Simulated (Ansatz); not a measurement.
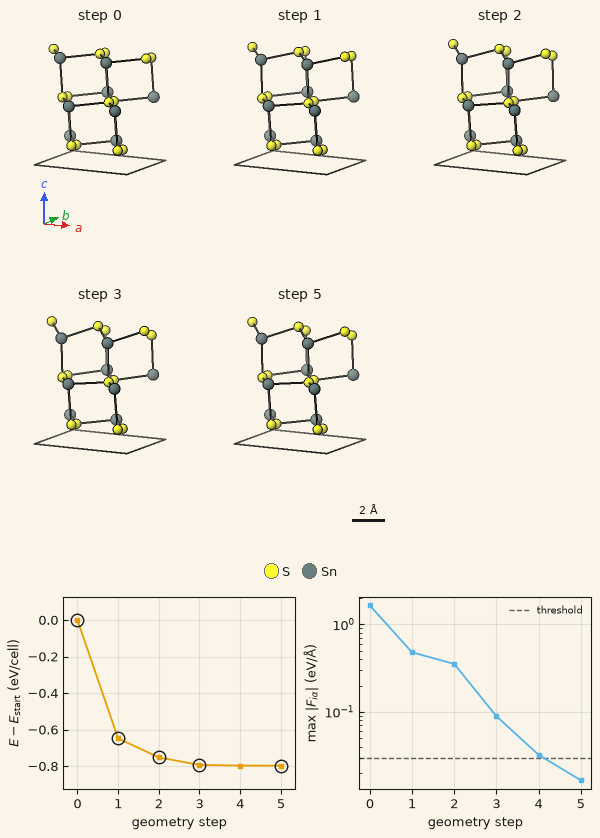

Frames of a constrained relaxation of a slab of composition SnS2 (cut from the P-3m1 phase), marked on the history of the run. Style: ball-and-stick. Shown: the cell of the calculation, outlined in the plane, without the vacuum (origin shifted), slightly off an axis.

Case: clean slab, lower half held. The slab is the (1 0 1) face of SnS2. 8 atoms are held fixed.

The calculation used DFT PBE+D3(BJ), scalar-relativistic, plane waves, PAW in Ansatz. Settings: plane-wave cutoff 420 eV; k-point mesh 4 × 4 × 1; occupations gaussian; smearing width 0.05 eV; no spin polarisation; dipole correction; atoms relaxed in a fixed cell; force threshold 0.03 eV/Å; at most 70 steps.

Question: What happens along the run?

Answer: The largest moves, 0.43 Å, are those of S atoms. Largest moves by element: S 0.43 Å, Sn 0.23 Å. The lattice vectors keep their values. Some distances before and after: S–Sn 2.583 → 2.472 Å, S–Sn 2.583 → 2.670 Å, S–Sn 2.583 → 2.518 Å, S–Sn 2.583 → 2.648 Å. Bond angles that change, for instance: S–Sn–S 180.0° → 161.2°, S–Sn–S 90.5° → 106.4°, S–Sn–S 180.0° → 174.3°. Over 5 geometry steps the energy falls by 0.797 eV per cell of the calculation. Largest force component: 1.6 eV/Å at the start, 0.017 eV/Å at the end. From step 0 to 1: S atoms move most (0.19 Å), energy −0.648 eV per cell of the calculation. From step 1 to 2: S atoms move most (0.20 Å), energy −0.104 eV per cell of the calculation. From step 2 to 3: S atoms move most (0.19 Å), energy −41.4 meV per cell of the calculation. From step 3 to 5: S atoms move most (0.07 Å), energy −3.9 meV per cell of the calculation.

```tsv
step	E − E(0), meV/atom	largest force component, eV/Å
0	0.00	1.6447
1	-35.99	0.4797
2	-41.76	0.3531
3	-44.06	0.0893
4	-44.25	0.0323
5	-44.28	0.0165
```
